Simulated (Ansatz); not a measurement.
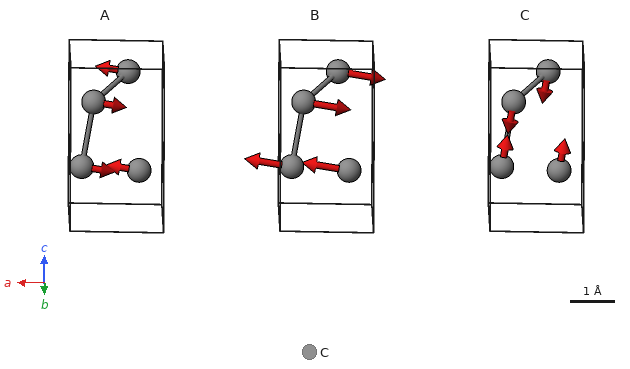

Three modes of solid C at the zone centre of a doubled cell, in no order (one member of each degenerate set). The red arrows are the displacements of the atoms (eigenvector over the root of the mass), of arbitrary overall length and sign. A ball-and-stick model of the cell of the calculation, seen from a free direction.

The calculation used DFT r2SCAN, scalar-relativistic, plane waves, PAW in Ansatz 0.2.0. Set-up: plane-wave cutoff 500 eV; k-point mesh 12 × 12 × 10; occupations gaussian; smearing width 0.05 eV; no spin polarisation.

Frequencies are those without the non-analytic (LO–TO) term.

> Order them from the lowest to the highest frequency (imaginary ones first).

B (560 cm⁻¹), C (1059 cm⁻¹), A (1221 cm⁻¹). B, doubly degenerate: All motion is along [2 −1 0] of the drawn cell; atoms of one kind move against one another, with no net shift of their sublattice; the C–C bond lengths don't change to first order, so for these it is a bending, tilting or sliding motion. C, non-degenerate: All motion is along [1 1 −3] of the drawn cell; atoms of one kind move against one another, with no net shift of their sublattice; of the bonds it mainly stretches C–C, some lengthening while others shorten. A, doubly degenerate: All motion is along [2 −1 0] of the drawn cell; atoms of one kind move against one another, with no net shift of their sublattice; it stretches the shortest C–C bonds (1.54 Å).
